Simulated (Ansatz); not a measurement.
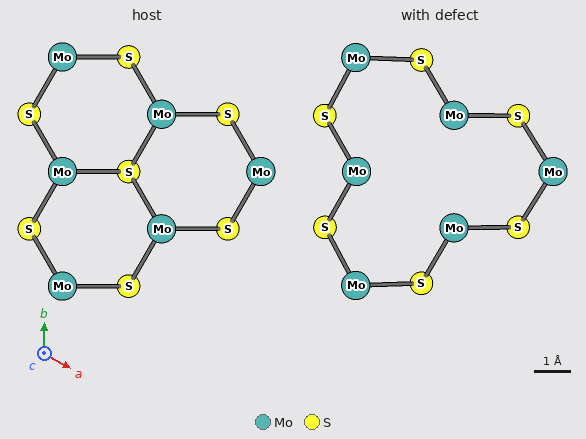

Left: perfect MoS₂. Right: the same region with one point defect, after relaxing the atoms in a supercell of 39 sites. The picture is a ball-and-stick view of the atoms within 4.6 Å of one point, in a slice 5.0 Å thick across the line of sight, seen along the c axis.

Method: DFT PBE, scalar-relativistic, plane waves, PAW (Ansatz 0.2.0). Set-up: plane-wave cutoff 420 eV; k-point mesh 2 × 2 × 2; occupations gaussian; smearing width 0.01 eV; mesh shifted by (0.5, 0.5, 0.5); collinear spin. The cell is small and the k-mesh coarse, so the numbers are rough. A uniform background neutralises the charged cell. The axes drawn are those of the host's conventional cell.

> What kind of defect was made?

A sulfur atom is taken out (a vacancy).

The charge state of the cell is −1.

> What does the relaxation do around it?

Around the empty S site the host had 3 Mo at 2.41 Å; after relaxation the nearest atoms are 3 Mo at 2.43 Å. Of the host's atoms, a sulfur atom moves furthest from its site, by 0.08 Å.
